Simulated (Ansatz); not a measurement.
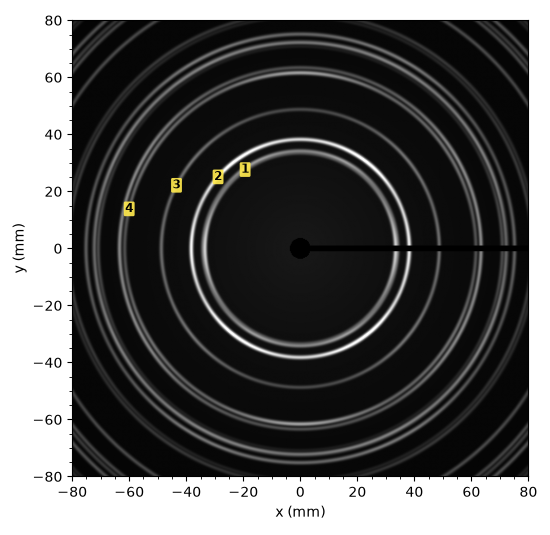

Simulated X-ray powder rings on a flat area detector normal to the beam: λ = 0.5594 Å, sample-to-detector distance 150 mm, axes in mm from the beam centre, for a sample with fibre texture (March–Dollase model, fibre axis vertical in the picture). Kinematic intensities with B = 0.5 Å² for all atoms, without absorption; brightness goes as intensity to the power 0.5, clipped at the top. Reflections closer than the ring width show as one ring.

The sample is Ta, space group P6_3/mmc, a = 2.890 Å, b = 2.890 Å, c = 5.112 Å, α = 90.00°, β = 90.00°, γ = 120.00°. Basis of the simulation: the geometry relaxed at fixed volume with DFT r2SCAN, scalar-relativistic, plane waves, PAW in Ansatz 0.2.0; the starting structure was generated, so it need not be a known form of this composition.

**Index rings 1 to 4.**

```csv
ring,radius,2θ (°),d (Å),hkl
1,33.7 mm,12.68,2.56 + 2.50,002 + 100
2,38.2 mm,14.30,2.25,101
3,48.7 mm,18.00,1.788,102
4,61.6 mm,22.32,1.445,110
```

**Which lattice planes lie preferentially normal to the fibre axis?**

The (1 1 0) planes: ring 4 is concentrated at the top and bottom of the pattern (March parameter 0.45).
